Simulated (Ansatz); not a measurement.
# AlCu2: what a guessed cell relaxes into, part 2 of 2

The task: take a trial cell of AlCu2 to zero force and stress.

Ansatz 0.2.0; DFT PBE, scalar-relativistic, plane waves, PAW. The steps go on from the part before.

## 4. Relaxation on the finer mesh

The end of the coarse run is made exact in the group found at a tolerance of 0.06 Å and reduced to its primitive cell.

Contents of input.yaml:

```yaml
crystal:
  lattice:
    - [0.0, 2.8446893008, 2.8446893008]
    - [2.8446893008, 0.0, 2.8446893008]
    - [2.8446893008, 2.8446893008, 0.0]
  atoms:
    - { symbol: Al, position: [0.0, 0.0, 0.0] }
    - { symbol: Cu, position: [0.25, 0.25, 0.25] }
    - { symbol: Cu, position: [0.75, 0.75, 0.75] }
basis:
  ecutwfc: 420
kpoints:
  mp_grid: { grid: [14, 14, 14] }
hamiltonian:
  xc: pbe
scf:
  occupations: { method: gaussian, width: 0.1 }
output:
  forces: true
  stress: true
  eigenvalues: true
  write_density: true
  write_potential: true
  elf: true
  volumetric_format: npy
relax:
  adjacent_minimum: "off"
  f_tol: 0.01
  max_steps: 80
  cell: { stress_tol: 0.05 }
```

The run is started by

```sh
ansatz run input.yaml --threads 1 --pin off --max-ram 2560MiB --backend cpu --events-out ev --progress --plain --runs-dir out
```

What it wrote, cut to the lines that bear on the results:

```text
Warning: RAYON_NUM_THREADS=1 ignored (pool sized by the plan → 1); use --threads N
[...]
Pseudopotentials: kind: paw
Pseudopotential: Al, paw, valence charge 3, recommended cutoff 420 eV (normal), Al.paw.azcp
Pseudopotential: Cu, paw, valence charge 19, recommended cutoff 420 eV (normal), Cu.paw.azcp
Functional definition: PBE
[...]
Crystal: 3 atoms, lattice volume = 46.040 Å³
Basis set: ecut = 420 eV, 893 PW (Γ), exchange–correlation on 54×54×54 points (8 copies of the dense FFT grid, shifted against one another)
Bands: 25, of which v1, the nominal top of the filled ones, is band 21 counted from 1 (20 counted from 0)
Symmetry: 48 space group operations
Space group: Fm-3m (ITA 225), of the structure as read, at distance tolerance 3.6e-5 Å
k-points: 104 of 2744
[...]
SCF iter   1: F=—  HF=-13787.392548 eV  |F-HF|=—  |Δ(HF+E_count)|=         —  Δρ=2.96e-3  dr2=2.67e-3  ethr=1.77e-3  ⟨swp⟩=5.1  Hψ=9811  notcnv=0
[...]
--- Stress (GPa, compression-positive) ---
       -0.000631       0.000000       0.000000
        0.000000      -0.000631       0.000000
        0.000000       0.000000      -0.000631
  P = ⅓ Tr σ = -0.0006 GPa (-0.006 kbar)
--- Band table (eV; the first three rows and the last of 104) ---
[... band rows left out ...]
[...]
--- Relaxed structure (3 steps of the walk, 3 accepted, 1 SCFs on fresh bases) ---
  F+E_penalty+E_count = -13787.39228122 eV   max|allowed force component| = 6.746e-18 eV/Å   (the final SCF, on the basis selected at the relaxed cell)
  cell:  # Å, volume = 46.1923 Å³
    - [1.554088470033155e-33, 2.8478250707280885, 2.8478250707280885]
    - [2.8478250707280885, 4.034897728549195e-33, 2.8478250707280885]
    - [2.8478250707280885, 2.8478250707280885, 2.48080925851604e-33]
  atoms:
    - { symbol: Al, position: [3.620945585132506e-35, -1.041912583362433e-34, -9.116643276829866e-36] }
    - { symbol: Cu, position: [0.25000000000000006, 0.25000000000000006, 0.25000000000000006] }
    - { symbol: Cu, position: [0.7500000000000001, 0.7500000000000001, 0.7500000000000001] }
```

Run time: 16 s. Hardware: 1 thread of Intel Xeon 6975P-C (Granite Rapids), shared host; peak memory 0.44 GiB.

Relaxation path:

| step | energy from step 1 (eV/cell) | largest force component (eV/Å) | pressure (GPa) | volume (Å³) |
| --- | --- | --- | --- | --- |
| 1 | 0.0000 | 0.0000 | 0.29 | 46.04 |
| 2 | -0.0001 | 0.0000 | 0.13 | 46.12 |
| 3 | -0.0001 | 0.0000 | 0.00 | 46.19 |
| 4 | -0.0001 | 0.0000 | 0.00 | 46.19 |

Step 1 is the start. Step 4 repeats the geometry before it on a plane-wave basis chosen anew for that cell, so its energy need not be comparable with the rows above.

Lengths and angles in the start's conventional setting:

|  | before | after | change |
| --- | --- | --- | --- |
| a (Å) | 5.689 | 5.696 | +0.1 % |
| b (Å) | 5.689 | 5.696 | +0.1 % |
| c (Å) | 5.689 | 5.696 | +0.1 % |
| volume (Å³/atom) | 15.35 | 15.40 | +0.3 % |
| shortest distance (Å) | 2.464 | 2.466 | +0.1 % |
| space group (0.01 Å) | Fm-3m | Fm-3m | same |

Forces and stress were held to the start's 48 operations: a distortion of lower symmetry was not tested.

The maps below are laid out on this run's own conventional cell (a, b, c = 5.696, 5.696, 5.696 Å).

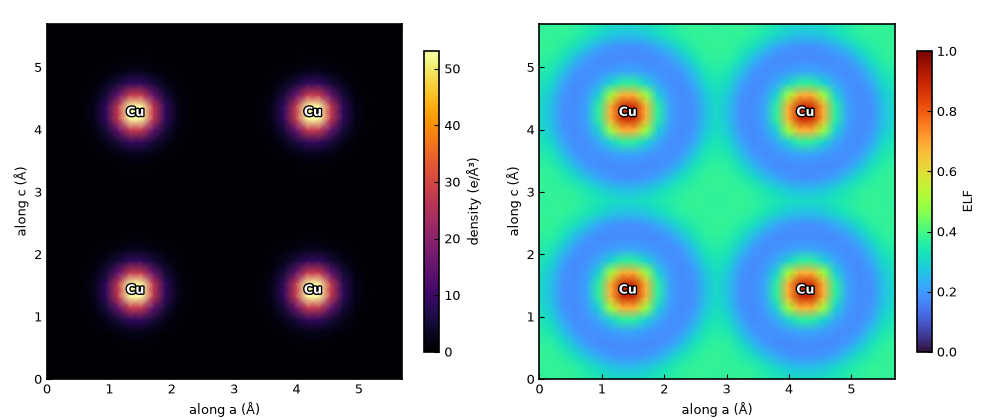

Density (left) and ELF (right) in a lattice plane of the grid's cell (edges 5.70 and 5.70 Å, at 0.250 of the third edge), which holds Cu. Only atoms in the plane are labelled. Both are smooth fields of the valence electrons: close to the nuclei they are not physical.

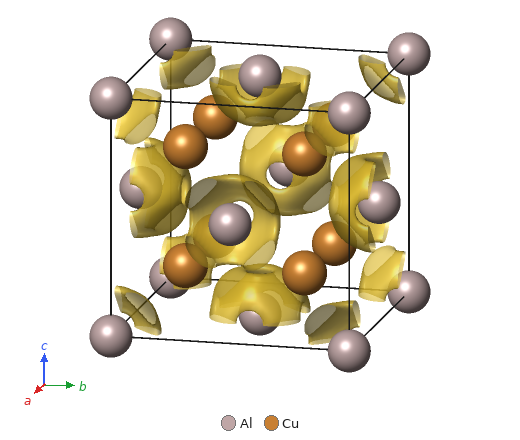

Surface of ELF = 0.53, drawn in one cell.

Outside the cores ELF peaks at 0.61 on the Al–Cu line, 1.0 Å from Al; 0.59 beside Al, off the lines to its neighbours, 1.1 Å from Al.

## 5. Variant: starting moments, mp_grid.grid [5, 5, 5], xc revpbe, spin_polarized true, ecutwfc left out

Contents of input.yaml:

```yaml
crystal:
  lattice:
    - [0.0, 2.8478250707, 2.8478250707]
    - [2.8478250707, 0.0, 2.8478250707]
    - [2.8478250707, 2.8478250707, 0.0]
  atoms:
    - { symbol: Al, position: [0.0, 0.0, 0.0], spin: 1.0 }
    - { symbol: Cu, position: [0.25, 0.25, 0.25], spin: -0.5 }
    - { symbol: Cu, position: [0.75, 0.75, 0.75], spin: -1.0 }
kpoints:
  mp_grid: { grid: [5, 5, 5] }
hamiltonian:
  xc: revpbe
scf:
  occupations: { method: gaussian, width: 0.1 }
output:
  forces: true
  eigenvalues: true
  stress: true
magnetization:
  spin_polarized: true
```

The run is started by

```sh
ansatz run input.yaml --threads 1 --pin off --max-ram 2560MiB --backend cpu --events-out ev --progress --plain --runs-dir out
```

What it wrote, cut to the lines that bear on the results:

```text
Warning: RAYON_NUM_THREADS=1 ignored (pool sized by the plan → 1); use --threads N
[...]
Pseudopotentials: kind: paw
Pseudopotential: Al, paw, valence charge 3, recommended cutoff 420 eV (normal), Al.paw.azcp
Pseudopotential: Cu, paw, valence charge 19, recommended cutoff 420 eV (normal), Cu.paw.azcp
Functional definition: revPBE
[...]
Crystal: 3 atoms, lattice volume = 46.192 Å³
Basis set: ecut = 420 eV, 893 PW (Γ), exchange–correlation on 54×54×54 points (8 copies of the dense FFT grid, shifted against one another)
Bands: 27, of which v1, the nominal top of the filled ones, is band 21 counted from 1 (20 counted from 0)
Symmetry: 24 space group operations
Space group: F-43m (ITA 216), of the structure as read, at distance tolerance 3.6e-5 Å
Magnetic group: BNS 216.74 (UNI 1576), of the structure as read, at distance tolerance 3.6e-5 Å
k-points: 10 of 125 (time reversal used)
[...]
Starting moments: Σ|m| = 2.5 μB on 3 of 3 sites
[...]
WARN: the starting moments were not kept: the SCF closed with an absolute magnetisation of 1.1e-6 μB, where they sum to 2.5 μB in size (3 sites). That is at most 0.1 of that sum. Measured as dr2_m measures the in/out step, that magnetisation stands 4.2e-13 eV from none, at or under the [...]
SCF converged after 16 iterations
Magnetization: 0.0000 μB (20.5000 up, 20.5000 down)
Absolute magnetization: 0.0000 μB (∫|ρ↑−ρ↓|, with the PAW one-centre terms)
Spin contamination: 0.0000 ħ² per cell (⟨S²⟩ above its minimum at these occupations)
Per-site moments (μB) at R_I (Å): [(1.2659629052362092e-7, 1.0173441534136711), (1.2705056366066019e-8, 1.0173441534136713), (3.857665128065109e-8, 1.0173441534136711)]
Free energy (F): -13796.900851 eV
[...]
E sigma→0 (E₀):  -13796.896796 eV
Entropy (-TS):   -0.008108 eV (-2.703 meV/atom)
Fermi energy:    10.806402 eV
[...]
--- Forces (eV/Å), atoms counted from 1 ---
  atom   1  Al     0.00000000     0.00000000     0.00000000
  atom   2  Cu     0.00000000     0.00000000    -0.00000000
  atom   3  Cu    -0.00000000     0.00000000     0.00000000
[...]
--- Stress (GPa, compression-positive) ---
        1.955730      -0.000000       0.000000
       -0.000000       1.955730      -0.000000
        0.000000      -0.000000       1.955730
  P = ⅓ Tr σ = 1.9557 GPa (19.557 kbar)
--- Band table (eV; the first three rows and the last of 20) ---
[... band rows left out ...]
[...]
```

Wall time 2.8 s (1 thread of Intel Xeon 6975P-C (Granite Rapids), shared host); peak memory 0.34 GiB.

```tsv
run	ending	energy change	pressure (GPa)	gap (eV)	force (eV/Å)	cycles	time
step 4	converged	-	0.0	0.00	0.00	-	16 s
variant	converged	not comparable	2.0	0.00	0.00	16	2.8 s
```

A change of functional puts the total energy on another scale; the pressure goes from 0.0 to 2.0 GPa. The spin polarisation and k-point mesh changed too.

## 6. Summary of results

The summary covers parts 1 to 2. Changes of volume or cell count from the first structure of part 1.

| quantity | value |
| --- | --- |
| symmetry at the end (tolerance 0.05 Å) | space group Fm-3m (No. 225) |
| conventional cell | a = 5.696 Å, b = 5.696 Å, c = 5.696 Å, α = 90.00°, β = 90.00°, γ = 90.00° |
| volume | 15.40 Å³/atom |
| energy over the elements | +0.15 eV/atom |
| gap on the mesh | none (metal) |

The space group Fm-3m (No. 225) is kept, and the volume per atom grows by 33.5 % from the first guess. The formation energy is positive, so the separate elements lie lower. No finished test with a distortion of lower symmetry is shown, so the end may be a saddle point.
